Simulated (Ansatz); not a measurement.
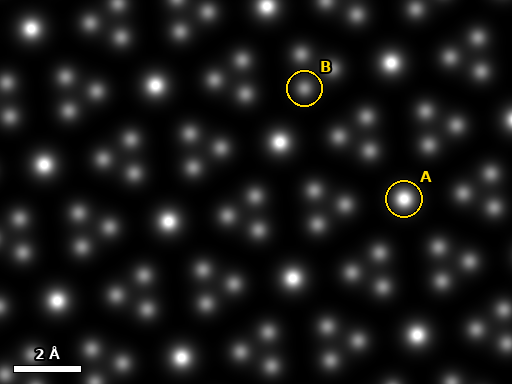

Map of the projected electrostatic potential of Pt (Pm-3n, No. 223) along [111]. Computed as the sum of neutral-atom potentials (tabulated electron scattering factors, B = 0.3 Å²) projected along the beam and smoothed by 0.25 Å; brighter is more positive. Model: the end point of a relaxation with DFT, PBEsol, plane waves (420 eV) with PAW, scalar-relativistic in Ansatz; the starting structure was generated, so it need not be a known form of this composition.

```
Pt
1.0
     4.99767    0.00000    0.00000
     0.00000    4.99767    0.00000
     0.00000    0.00000    4.99767
Pt
8
Cartesian
  0.0000 0.0000 0.0000
  2.4988 2.4988 2.4988
  1.2494 0.0000 2.4988
  3.7483 0.0000 2.4988
  2.4988 1.2494 0.0000
  2.4988 3.7483 0.0000
  0.0000 2.4988 1.2494
  0.0000 2.4988 3.7483
```

What lies under each ring?

Answer. A: Pt (2 Pt per 8.66 Å along the beam; the brightest kind). B: Pt (1 Pt per 8.66 Å along the beam; about 50 % of the brightest peak). Brightness is counted from the darkest point of the image.
